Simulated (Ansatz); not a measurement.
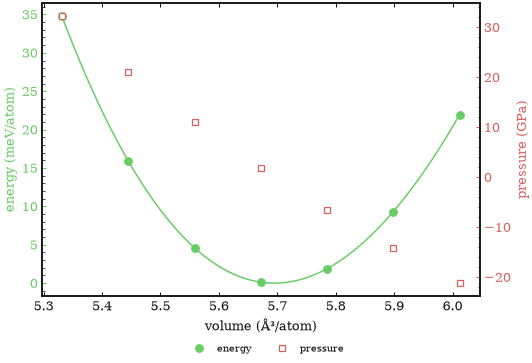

Caption: Energy and pressure against volume for C, space group Fd-3m (No. 227).

A third-order Birch–Murnaghan fit gives V0 = 5.70 Å³/atom, B0 = 433 GPa and B′ = 3.6. The energy is 34.77 meV/atom at volume 5.3315 Å³/atom and 21.92 meV/atom at 6.0122 Å³/atom; the lowest computed point is at volume 5.6718 Å³/atom (0.12 meV/atom), in a single well. The pressure falls from 32.22 GPa at volume 5.3315 Å³/atom to −21.21 GPa at 6.0122 Å³/atom, and changes sign near 5.70 Å³/atom.

How it was computed, with Ansatz 0.2.0: plane-wave DFT, no spin polarisation; energies at scaled volumes of the given cell, shape and fractions fixed, counted from the fit's minimum, third-order Birch-Murnaghan fit. Level: PBE.

- k mesh: 13×13×13
- occupations: Fermi–Dirac
- smearing width: 0.05 eV
- potentials: Ansatz PAW small core
- wave cutoff: 420 eV
- density cutoff: 1680 eV

Cell as given: a = 2.522 Å, b = 2.522 Å, c = 2.522 Å, α = 60.00°, β = 60.00°, γ = 60.00°; 2 atoms.
